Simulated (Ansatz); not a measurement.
**Ir: 6 runs along one coordinate**

System: Ir (Cmcm, 2 atoms in the cell).
Method: DFT, PBEsol, plane waves (420 eV) with PAW, scalar-relativistic, no spin polarisation (Ansatz 0.2.0).

The 6 runs differ only in the geometry, by an even scaling of the cell at fixed fractional positions.

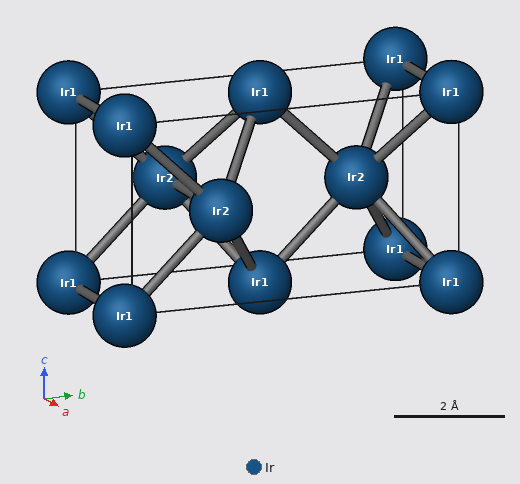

Figure 1. The structure of run 4 (ball-and-stick view of the cell 2 times as large as that of the calculation, set on its symmetry axes, seen slightly off an axis; atoms are numbered from 1 in the order of the input).

**Input of run 4**
```yaml
crystal:
  lattice:
    - [-2.4544004665, 2.1058520736, 1.3027370449]
    - [2.1058520736, -2.4544004665, 1.3027370449]
    - [2.831866337, 2.831866337, -1.9411040649]
  atoms:
    - { symbol: Ir, position: [0.9775171046, 0.0224828954, 0.0] }
    - { symbol: Ir, position: [0.7724828954, 0.2275171046, 0.5] }
hamiltonian:
  xc: pbesol
  pseudopotentials:
    kind: paw
    azcp:
      Ir: "pseudopotentials/Ir.paw.azcp"
basis:
  ecutwfc: 420
  fft_grid_basis: typed
kpoints:
  mp_grid: { grid: [17, 17, 10], shift: [0, 0, 0] }
magnetization:
  spin_polarized: false
scf:
  occupations: { method: fermi_dirac, width: 0.1 }
  lower_state_search: "off"
output:
  stress: true
```

Lattice vectors (Å) and fractional positions of run 4:
```
  -2.454400    2.105852    1.302737
   2.105852   -2.454400    1.302737
   2.831866    2.831866   -1.941104
Ir  0.977517  0.022483 -0.000000
Ir  0.772483  0.227517  0.500000
```

Run 2 differs from it as follows:
```diff
-    - [-2.4544004665, 2.1058520736, 1.3027370449]
-    - [2.1058520736, -2.4544004665, 1.3027370449]
-    - [2.831866337, 2.831866337, -1.9411040649]
+    - [-2.3871224688, 2.0481281964, 1.2670274933]
+    - [2.0481281964, -2.3871224688, 1.2670274933]
+    - [2.7542415567, 2.7542415567, -1.887896124]
```

**Results, with one run withheld**

| run | volume per atom (Å³) | free energy per atom, from the lowest run given (meV) | pressure (GPa) |
| --- | --- | --- | --- |
| 1 | 13.447 | 289.31 | 57.26 |
| 2 | 14.058 | ? | ? |
| 3 | 14.670 | 27.16 | 14.80 |
| 4 | 15.281 | 0.00 | 0.03 |
| 5 | 15.892 | 22.95 | −11.60 |
| 6 | 17.115 | 178.40 | −27.81 |

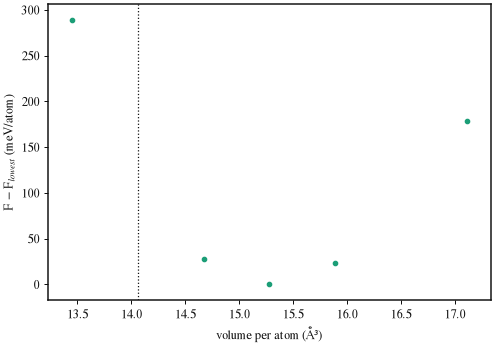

Figure 2. Free energy per atom of the runs given; the dotted line marks run 2.

Estimate the energy of run 2 from the others.

A cubic polynomial in V^(−2/3) (the Birch–Murnaghan form), fitted to the 5 runs given, misses them by at most 0.05 meV per atom. With x = V^(−2/3) − 0.16298 Å⁻², it reads F = 0.52755 + 1591.3 x + 1.3332e+06 x² + 3.9731e+06 x³ (meV per atom). At run 2 it gives 117.88 meV per atom, and the run itself gives 117.93. The slope of the fit gives a pressure −dF/dV of 33.51 GPa there, and the run prints 33.52 GPa. The fit has its minimum at 15.283 Å³ per atom, where V d²F/dV² gives 326 GPa. Cell shape and fractional positions are held, so this is the stiffness under even scaling; the relaxed bulk modulus wasn't computed.

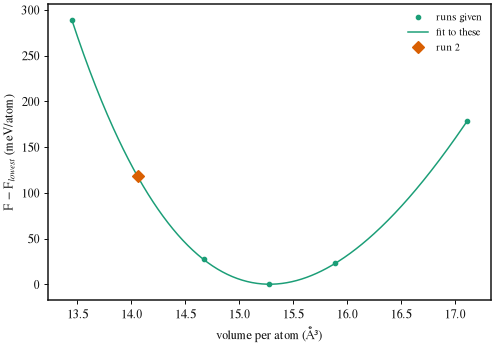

Figure 3. The fit and the withheld run.

**Output, shortened to warnings, some set-up lines, iterations and results (run 2)**
```
Warning: 4 symmetry operations that the atoms keep within the bar at which the run's group was sought (crystal.symmetry.tolerance 1.0e-5, or twice it) were not taken beside the 4 unitary ones that the detection took (of a slab, those that keep its plane). If the more symmetric cell is meant, write the vectors of crystal.lattice to more decimals, or, with the positions in fractional coordinates, …
Warning: [file] the record states the generating functional pbe (its physics header spells it `PBE`), which answers neither for hamiltonian.xc's functional nor for the pbesol family's — results may be inconsistent (PPs are generated against a specific XC)
Basis set: ecut = 420 eV, 549 PW (Γ)
Symmetry: 4 space group operations
k-points: 774 of 2890
Initial density: superposition of atomic densities (neutral atoms: chi_scale 0, normalization atom), corrected by the library's trained network
[...]
SCF iter   1: F=—  HF=-23596.887364 eV  |F-HF|=—  |Δ(HF+E_count)|=         —  Δρ=1.39e-2  dr2=1.90e-2  ethr=1.77e-3  ⟨swp⟩=4.8  Hψ=63912  notcnv=0
SCF iter   2: F=—  HF=-23596.885199 eV  |F-HF|=—  |Δ(HF+E_count)|=   2.17e-3  Δρ=7.61e-3  dr2=5.39e-3  ethr=5.58e-5  ⟨swp⟩=1.7  Hψ=26156  notcnv=0
SCF iter   3: F=—  HF=-23596.884493 eV  |F-HF|=—  |Δ(HF+E_count)|=   7.05e-4  Δρ=6.92e-4  dr2=5.62e-5  ethr=1.58e-5  ⟨swp⟩=2.4  Hψ=24143  notcnv=0
SCF iter   4: F=—  HF=-23596.884494 eV  |F-HF|=—  |Δ(HF+E_count)|=   9.45e-7  Δρ=8.89e-5  dr2=1.37e-6  ethr=1.65e-7  ⟨swp⟩=2.4  Hψ=25835  notcnv=0
SCF iter   5: F=-23596.884494 eV  HF=-23596.884494 eV  |F-HF|=2.31e-8  |Δ(HF+E_count)|=   2.72e-8  Δρ=1.77e-5  dr2=6.61e-8  ethr=4.03e-9  ⟨swp⟩=2.5  Hψ=23715  notcnv=0
SCF iter   6: F=-23596.884494 eV  HF=-23596.884494 eV  |F-HF|=1.80e-9  |Δ(HF+E_count)|=   1.08e-8  Δρ=4.26e-6  dr2=4.58e-9  ethr=1.94e-10  ⟨swp⟩=2.1  Hψ=56462  notcnv=0
SCF 1 converged in 6 iterations: F = -23596.884494 eV  dr2 = 4.58e-9
SCF converged after 6 iterations
Free energy (F): -23596.884494 eV
Harris-Foulkes:  -23596.884494 eV  (|F-HF|=1.80e-9)
Internal energy: -23596.828094 eV  (E = F + TS)
E sigma→0 (E₀):  -23596.856294 eV
Entropy (-TS):   -0.056400 eV (-28.200 meV/atom)
Fermi energy:    25.510912 eV
--- Per-component energies (eV) ---
  E_band       = -167.326265
  E_kinetic    = 1253.897447
  E_local      = -2237.196248  (includes V_loc(G=0)·N_el)
  E_nonlocal   = 154.331239
  E_hartree    = 867.344378
  E_xc         = -535.009318
  E_vxc        = -602.062562  (∫ρ·V_xc dr)
  E_paw        = -18178.885494  (= ΣΔE_a)
  E_vpaw       = -470.986050  (= ΣTr[D̂ρ^β])
  E_aug_tail   = 0.000134  (compensation charges beyond the density's cutoff)
  E_ewald      = -4921.840800
  E_core_change = 0.530570  (= ΣΔE_core)
  E_smearing   = -0.056400  (= −TS)
  E_closure    = 0.000000  (closes the sum)
  Σ components = -23596.884494   (vs F -23596.884494, Δ=0.00e0)
--- Stress (GPa, compression-positive) ---
       33.020226       3.179994       0.205375
        3.179994      33.020226       0.205375
        0.205375       0.205375      34.528578
  P = ⅓ Tr σ = 33.5230 GPa (335.230 kbar)
```

The program warns: near-symmetries of the structure were not used; the PAW datasets were made with another functional. Spin–orbit coupling is left out, which matters for Ir.
